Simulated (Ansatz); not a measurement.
# Single-point calculation of TiC

System: TiC (2 atoms in the cell).
Method: DFT r2SCAN, scalar-relativistic, plane waves, PAW, no spin polarisation (Ansatz 0.2.0).

The structure derives from an entry of the Crystallography Open Database. It belongs to a series of runs on one base structure; here: strain -0.015 along x and y, +0.015 along z, atoms carried along. Figures and captions count atoms from 1; the log counts them from 0 in places.

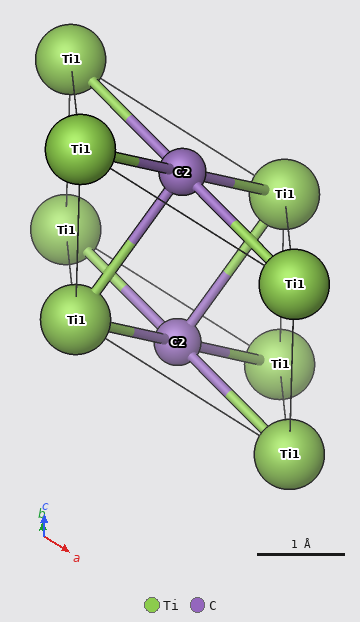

*The structure (ball-and-stick view of the reduced cell, seen at an oblique angle; atoms are numbered from 1 in the order of the input). An atom can appear more than once, as a periodic image.*

Near neighbours in the periodic cell (some may lie outside the picture): Ti has 6 C at 2.13 to 2.20 Å; C has 6 Ti at 2.13 to 2.20 Å.

Results in brief

```json
{"quantity": "outcome", "value": "converged"}
{"quantity": "space group (tolerance 0.01 Å)", "value": "I4/mmm (139)"}
{"quantity": "electrons treated", "value": "16"}
{"quantity": "free energy", "value": "−2757.9973 eV"}
{"quantity": "Fermi energy", "value": "15.063 eV"}
{"quantity": "gap on the k-point mesh", "value": "none (metallic)"}
{"quantity": "pressure", "value": "4.56 GPa"}
{"quantity": "largest force (length of the vector)", "value": "under 0.001 eV/Å"}
{"quantity": "hardware", "value": "1 thread of AMD EPYC (Zen 3), 192 GiB of memory available, shared host"}
{"quantity": "wall time", "value": "20 s"}
{"quantity": "peak memory", "value": "0.52 GiB"}
```

Input
```yaml
crystal:
  lattice:
    - [0.0, 2.13154, 2.19646]
    - [2.13154, 0.0, 2.19646]
    - [2.13154, 2.13154, 0.0]
  atoms:
    - { symbol: Ti, position: [0.0, 0.0, 0.0] }
    - { symbol: C, position: [0.5, 0.5, 0.5] }
basis:
  ecutwfc: 500
kpoints:
  mp_grid: { grid: [18, 18, 18] }
hamiltonian:
  xc: r2scan
scf:
  occupations: { method: gaussian, width: 0.15 }
output:
  forces: true
  stress: true
  eigenvalues: true
  write_density: true
  write_potential: true
  elf: true
  volumetric_format: npy
```

Command:
```bash
ansatz run input.yaml --threads 1 --pin off --max-ram 2560MiB --backend cpu --events-out ev --progress --plain --runs-dir out
```

Log
```
Engine: ansatz 0.2.0, x86_64-unknown-linux-gnu
Pseudopotentials: kind: paw
Pseudopotential: Ti, paw, valence charge 12, recommended cutoff 500 eV (meta_gga), Ti.paw.azcp
Pseudopotential: C, paw, valence charge 4, recommended cutoff 500 eV (meta_gga), C.paw.azcp
Functional definition: r2SCAN
  parameter k0 = 0.174
  parameter k1 = 0.065
  parameter a1 = 4.9479
  exchange = r2scan_x(k0 = k0, k1 = k1, a1 = a1)
  correlation = r2scan_c
Crystal: 2 atoms, lattice volume = 19.959 Å³
Basis set: ecut = 500 eV, 533 PW (Γ), exchange–correlation on 96×96×96 points (64 copies of the dense FFT grid, shifted against one another)
Bands: 12, of which v1, the nominal top of the filled ones, is band 8 counted from 1 (7 counted from 0)
Symmetry: 16 space group operations
Space group: I4/mmm (ITA 139), of the structure as read, at distance tolerance 2.7e-5 Å
k-points: 480 of 5832
Non-local potential: Ti, projectors of the file, l = 0: 3, l = 1: 2, l = 2: 3, l = 3: 1
Non-local potential: C, projectors of the file, l = 0: 2, l = 1: 2, l = 2: 1
PAW form: soft (Blöchl's): semilocal exchange-correlation on the pseudo side does not see the compensation charge
PAW frozen core: Ti, regenerated for the run's functional (the file was generated under x = pbe(κ = 0.804, μ = 0.2195149727645171), c = pbe(β = 0.06672455060314922))
PAW frozen core: C, regenerated for the run's functional (the file was generated under x = pbe(κ = 0.804, μ = 0.2195149727645171), c = pbe(β = 0.06672455060314922))
PAW one-centre angular grid: Ti, 590 points (default); XC on 160 Gauss nodes
PAW one-centre angular grid: C, 302 points (default); XC on 239 of its mesh's 2573 points in the sphere
Initial density: superposition of atomic densities (neutral atoms: chi_scale 0, normalization atom), corrected by the library's trained network
Initial wavefunctions: pseudopotential atomic-orbital guess
Functional: x = r2scan, c = r2scan; τ floored in thin density (d = 2e-4 eV/Å³)
SCF iter   1: F=—  HF=-2757.940255 eV  |F-HF|=—  |Δ(HF+E_count)|=         —  Δρ=1.83e-2  dr2=7.03e-2  dr2_τ=1.44e-1  ethr=1.77e-3  ⟨swp⟩=4.5  Hψ=29943  notcnv=0
preconditioner: auto → none  [metal: Δε(μ)=0.022 eV  Ē_g=8.697 eV  σ=0.150 eV  W_gap=0.08  n_scr=8 (ndim 8)  ℏωp=23.5 eV  f_vac=0.000  D(μ)=0.25/eV (n_scr^D=0)  sad-step TF]
SCF iter   2: F=—  HF=-2757.994757 eV  |F-HF|=—  |Δ(HF+E_count)|=   5.45e-2  Δρ=6.30e-3  dr2=3.48e-3  dr2_τ=1.51e-3  ethr=4.39e-4  ⟨swp⟩=2.0  Hψ=13448  notcnv=0  defer=2
SCF iter   3: F=—  HF=-2757.996681 eV  |F-HF|=—  |Δ(HF+E_count)|=   1.92e-3  Δρ=3.10e-3  dr2=7.29e-4  dr2_τ=6.98e-5  ethr=2.18e-5  ⟨swp⟩=2.0  Hψ=6602  notcnv=0  defer=2
SCF iter   4: F=—  HF=-2757.997321 eV  |F-HF|=—  |Δ(HF+E_count)|=   6.40e-4  Δρ=7.84e-4  dr2=1.05e-4  dr2_τ=5.52e-6  ethr=4.56e-6  ⟨swp⟩=2.5  Hψ=7732  notcnv=0  defer=2
SCF iter   5: F=—  HF=-2757.997345 eV  |F-HF|=—  |Δ(HF+E_count)|=   2.37e-5  Δρ=1.37e-4  dr2=3.65e-6  dr2_τ=1.19e-7  ethr=6.58e-7  ⟨swp⟩=2.4  Hψ=7697  notcnv=0  defer=2
SCF iter   6: F=—  HF=-2757.997346 eV  |F-HF|=—  |Δ(HF+E_count)|=   1.52e-6  Δρ=2.08e-5  dr2=7.96e-8  dr2_τ=6.99e-9  ethr=6.25e-10  ⟨swp⟩=7.0  Hψ=37537  notcnv=0
SCF iter   7: F=-2757.997346 eV  HF=-2757.997346 eV  |F-HF|=2.15e-9  |Δ(HF+E_count)|=   2.53e-8  Δρ=3.21e-6  dr2=1.74e-9  dr2_τ=2.03e-10  ethr=4.97e-10  ⟨swp⟩=5.7  Hψ=29559  notcnv=0
SCF 1 converged in 7 iterations: F = -2757.997346 eV  dr2 = 1.74e-9
  greatest PAW one-centre occupation: 1.001 electrons in one spin orbital (limit 2), on the Ti atom at site 0 (counted from 0), in its partial waves of l = 1
SCF converged after 7 iterations
Free energy (F): -2757.997346 eV
Harris-Foulkes:  -2757.997346 eV  (|F-HF|=2.15e-9)
Internal energy: -2757.994388 eV  (E = F + TS)
E sigma→0 (E₀):  -2757.995867 eV
Entropy (-TS):   -0.002958 eV (-1.479 meV/atom)
Fermi energy:    15.063008 eV
--- Per-component energies (eV) ---
  E_band       = -120.922256
  E_kinetic    = 364.078539
  E_local      = -762.781355  (includes V_loc(G=0)·N_el)
  E_nonlocal   = 30.957831
  E_hartree    = 310.126496
  E_xc         = -142.688059
  E_vxc        = -201.295355  (∫ρ·V_xc dr)
  E_paw        = -1156.177812  (= ΣΔE_a)
  E_vpaw       = -184.642782  (= ΣTr[D̂ρ^β])
  E_aug_tail   = 0.000104  (compensation charges beyond the density's cutoff)
  E_vtau       = 12.507993  (kinetic-family band-sum trace: ∫τ·v_τ [+ j·A + Jᵃ·Aᵃ] dr)
  E_ewald      = -1401.231902
  E_core_change = -0.278231  (= ΣΔE_core)
  E_smearing   = -0.002958  (= −TS)
  E_closure    = 0.000000  (closes the sum)
  Σ components = -2757.997346   (vs F -2757.997346, Δ=0.00e0)
--- Forces (eV/Å), atoms counted from 1 ---
  atom   1  Ti    -0.00000000     0.00000000    -0.00000000
  atom   2  C      0.00000000     0.00000000    -0.00000000
  max |Σ_I F_I| component: 8.68e-30 eV/Å
--- Stress (GPa, compression-positive) ---
        8.665204       0.000000       0.000000
        0.000000       8.665204       0.000000
        0.000000       0.000000      -3.635636
  P = ⅓ Tr σ = 4.5649 GPa (45.649 kbar)
--- Band table (eV; the first three rows and the last of 480) ---
  k-point 0: bands = ["-43.8876", "-18.8706", "-18.8335", "-18.8335", "1.7279", "15.7448", "15.9960", "15.9960", "16.6704", "16.6983", "16.7931", "16.7931"]
  k-point 1: bands = ["-43.8852", "-18.8785", "-18.8447", "-18.8346", "1.8022", "15.4391", "15.5905", "15.7530", "16.1405", "16.2354", "17.0270", "17.6458"]
  k-point 2: bands = ["-43.8782", "-18.9168", "-18.8612", "-18.8377", "2.0214", "14.6290", "14.8190", "14.9559", "16.2202", "16.3186", "17.3888", "18.6429"]
  k-point 479: bands = ["-43.7868", "-19.3334", "-18.9993", "-18.9993", "4.0020", "11.1440", "13.4991", "15.0937", "15.0937", "17.8639", "18.8764", "18.8764"]
```

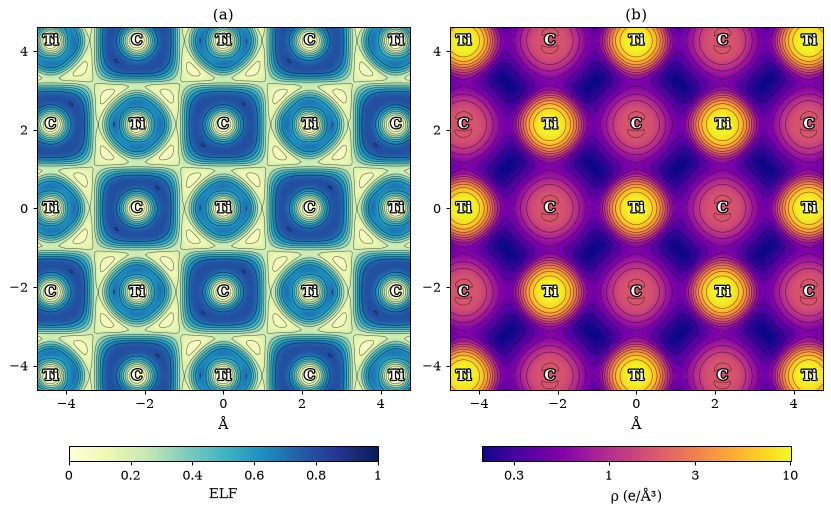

*(a) ELF; (b) valence pseudo-density on the (110) plane of the conventional cell.*

Ti–C (2.13 Å): the density is about 0.55 e/Å³ at the midpoint; the ELF is about 0.30 at the midpoint (a polar contact without a shared pair, in a metal). Ti–C (2.20 Å): ρ is about 0.48 e/Å³ halfway; the ELF is about 0.30 at the midpoint; a polar contact without a shared pair, in a metal. Away from the nuclei the density in this plane falls to 0.2 e/Å³ at its lowest. The strong features right at Ti lie inside the PAW spheres (semicore, d or f shells) and say nothing about bonding. In a PAW calculation such maps are meaningful between the atoms, not at the nuclei.
